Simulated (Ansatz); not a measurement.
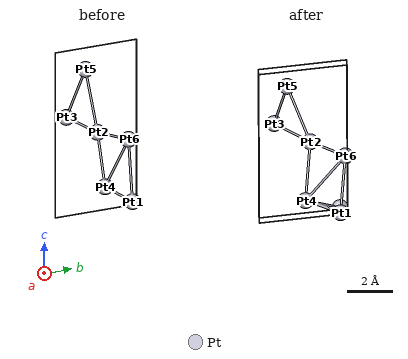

The structure of a crystal of Pt (a generated structure, set up in P1) (coarse preliminary run) before (left) and after (right) a relaxation, at one scale.

The picture is a ball-and-stick view of the cell of the calculation, seen along the a axis.

These are results of Ansatz 0.2.0, DFT PBE, scalar-relativistic, plane waves, PAW, not measurements.

Input
```yaml
crystal:
  lattice:
    - [-0.0439007222, 2.9329509597, 2.9625304398]
    - [3.0080041728, 2.9535874728, -0.0645372353]
    - [-3.2264680962, 6.1901761042, -3.2429039025]
  atoms:
    - { symbol: Pt, position: [-0.0048688958, -0.0503286233, 0.0196072169] }
    - { symbol: Pt, position: [0.475136249, 0.5218258386, 0.4751317158] }
    - { symbol: Pt, position: [0.1400707797, 0.1387228399, 0.5983330195] }
    - { symbol: Pt, position: [0.6361323224, 0.6136591911, 0.1375363136] }
    - { symbol: Pt, position: [0.4046515061, 0.3736052475, 0.8690760895] }
    - { symbol: Pt, position: [0.8488780386, 0.9025155061, 0.4003156447] }
basis:
  ecutwfc: 420
kpoints:
  mp_grid: { grid: [6, 6, 6] }
hamiltonian:
  xc: pbe
scf:
  occupations: { method: gaussian, width: 0.2 }
  lower_state_search: "off"
output:
  forces: true
  stress: true
  eigenvalues: true
relax:
  adjacent_minimum: "off"
  f_tol: 0.025
  max_steps: 60
  cell: { stress_tol: 0.25 }
```

Run as
```bash
ansatz run input.yaml --threads 1 --pin off --max-ram 2560MiB --backend cpu --events-out ev --progress --plain --runs-dir out
```

What changed between the two?

The run was cut off at its time limit before the relaxation converged, so the last structure is only a point on the way. Over 3 geometry steps the energy falls by 1.895 eV per cell of the calculation. Largest force component: 3.2 eV/Å at the start, 0.63 eV/Å at the end. Pressure: 6.46 GPa at the start and 1.58 GPa at the end. The atom that moves furthest relative to the cell is Pt4 (0.47 Å along [3 −3 −1]). The drawn cell changes as follows: a 4.169 → 4.072 Å (−2.3 %), b 4.216 → 4.436 Å (+5.2 %), c 7.697 → 6.860 Å (−10.9 %), α 74.3° → 78.8°, β 74.3° → 79.6°, γ 61.7° → 64.4°; the volume changes by −3.6 %. Some distances before and after: Pt4–Pt6 3.208 → 3.844 Å, Pt3–Pt6 2.967 → 3.410 Å, Pt3–Pt5 3.153 → 2.721 Å, Pt1–Pt3 3.084 → 2.667 Å. The space group stays P1 (No. 1). The run took 6.1 min on 1 thread of Arm Neoverse V2, with other jobs on the host, peak memory 0.75 GiB.
